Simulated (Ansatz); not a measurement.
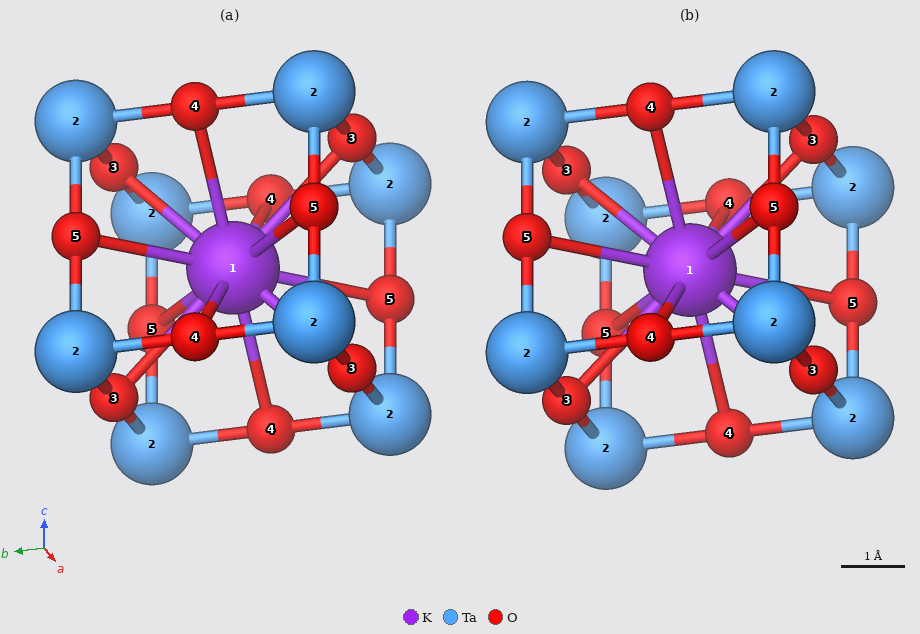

Left: crystalline KTaO3 (built on the measured structure type) at its r2SCAN-relaxed geometry. Right: the same structure after one change, at the same scale. The picture is a ball-and-stick view of the cell of the calculation, seen from a free direction.

All numbers below come from Ansatz, DFT, HSE06, plane waves, PAW. Set-up: plane-wave cutoff 420 eV; k-point mesh 4 × 4 × 4; occupations fixed; no spin polarisation.

What distinguishes the right structure from the left one?

Answer. The cell is strained by 0.0 % along c and +3.7 % across it (volume +7.6 %). The atoms were relaxed with r2SCAN under that strain, and this is a single point on that geometry.

And its effect?

Answer. Among the bonded contacts that change: K–O 2.821 → 2.874 to 2.926 Å, O–Ta 1.995 → 1.995 to 2.069 Å. The space group (tolerance 0.01 Å) goes from Pm-3m (No. 221) to P4/mmm (No. 123). Energy change: +56.0 meV per atom. The pressure goes from −0.6 to −13.2 GPa. The principal stresses (compression positive) are −6.0 GPa along c and −16.7 GPa across it. All forces vanish by symmetry.
